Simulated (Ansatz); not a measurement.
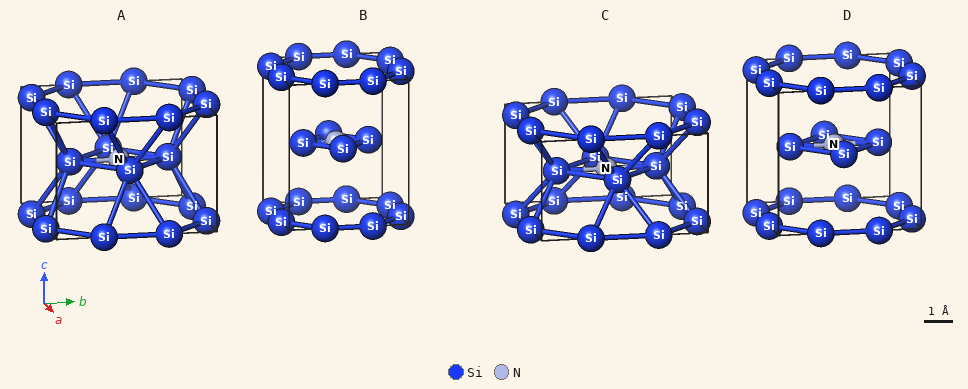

4 geometries from one relaxation of solid Si₈N (a generated structure, set up in P4/mmm) (coarse preliminary run), in shuffled order. Style: ball-and-stick. Shown: the cell of the calculation, slightly off an axis.

Computed with Ansatz, DFT PBE, scalar-relativistic, plane waves, PAW. (plane-wave cutoff 420 eV; k-point mesh 4 × 4 × 4; occupations gaussian; smearing width 0.1 eV; no spin polarisation; cell and atoms relaxed; force threshold 0.04 eV/Å; at most 70 steps)

> Order the frames from highest to lowest energy.

B, D, A, C. They are steps 0, 4, 14, 21, at +7160 meV per atom, +697 meV per atom, +121 meV per atom relative to the last. The largest moves relative to the cell, 0.17 Å, are those of Si atoms. N stays in place. The volume changes by +32.8 %, with a = b 4.488 → 6.254 Å (+39.3 %), c 5.465 → 3.738 Å (−31.6 %). Some distances before and after: Si–Si 2.449 → 3.750 Å, Si–Si 2.688 → 3.705 Å, Si–Si 1.732 → 2.652 Å, Si–Si 1.800 → 2.549 Å. The space group stays P4/mmm (No. 123). Over 19 accepted moves (21 points after the start) the energy falls by 7160 meV per atom. The largest force component goes from 64 to 0.0096 eV/Å. The pressure goes from 237.76 to 0.15 GPa. At 2 points the geometry stayed and the basis and grid were re-selected for the new cell (energy shift of 68.4 meV per atom at most each time). The run took 120 s on 1 thread of Arm Neoverse V1 (shared host), peak memory 0.4 GiB.
